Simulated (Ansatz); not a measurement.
System: Bi, space group Pm-3m (No. 221) (one of a set of cubic test structures, which need not be the stable phase).

Input of one of the runs behind the figure:
```
crystal:
  lattice:
    - [3.27676485496, 0.0, 0.0]
    - [0.0, 3.27676485496, 0.0]
    - [0.0, 0.0, 3.27676485496]
  atoms:
    - { symbol: Bi, position: [0, 0, 0] }
kpoints:
  mp_grid: { grid: [17, 17, 17] }
hamiltonian:
  xc: pbe
  pseudopotentials: { kind: paw, source: ansatz }
scf:
  occupations: { method: fermi_dirac, width: 0.061225619053 }
  convergence: { dr2_threshold: "1e-9 eV" }
  max_iter: 300
output:
  forces: true
  stress: true
```

Command:
```bash
ansatz run input.yaml --threads 1
```

Method: equation of state of a cubic crystal from periodic Kohn-Sham density functional theory without spin, third-order Birch-Murnaghan fit to the free energies; pressure corrected for the finite basis (Ansatz 0.2.0 development build). Level: PBE, no spin-orbit coupling.

```csv
setting,value
structure type,simple cubic
atoms in cell,1
space group number,221
lattice centring,simple cubic
k mesh,17×17×17
occupation method,Fermi–Dirac
occupation width,0.06123 eV
wave cutoff,500 eV
datasets,hand-made PAW
density tolerance,1e-09 eV
bands,16
density cutoff ratio,4
search for lower states,default
```

Predict the energy above the lowest point and pressure against volume. The volume takes the values 33.07, 33.78, 34.48, 35.18, 35.89, 36.59, 37.29 Å³/atom.

A third-order Birch–Murnaghan fit gives V0 = 35.21 Å³/atom, B0 = 46.2 GPa and B′ = 4.7. The energy above the lowest point is 21.1 meV/atom at volume 33.07 Å³/atom and 15.9 meV/atom at 37.29 Å³/atom; the lowest computed point is at volume 35.18 Å³/atom (0.0 meV/atom). The pressure falls from 3.356 GPa at volume 33.07 Å³/atom to −2.320 GPa at 37.29 Å³/atom, and changes sign near 35.22 Å³/atom.

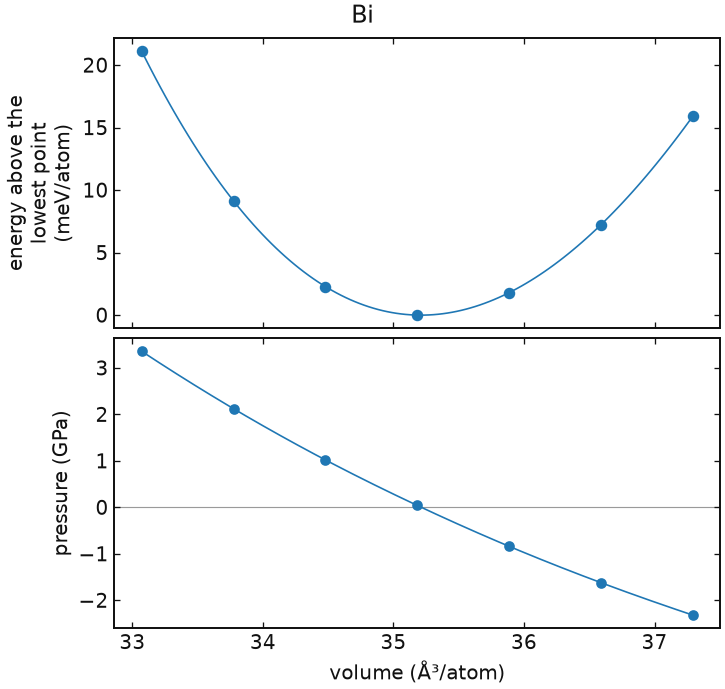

Caveats: cubic model structure, not the ambient form; modest k-mesh, values are not fully converged in k; no spin-orbit coupling with 6p elements.
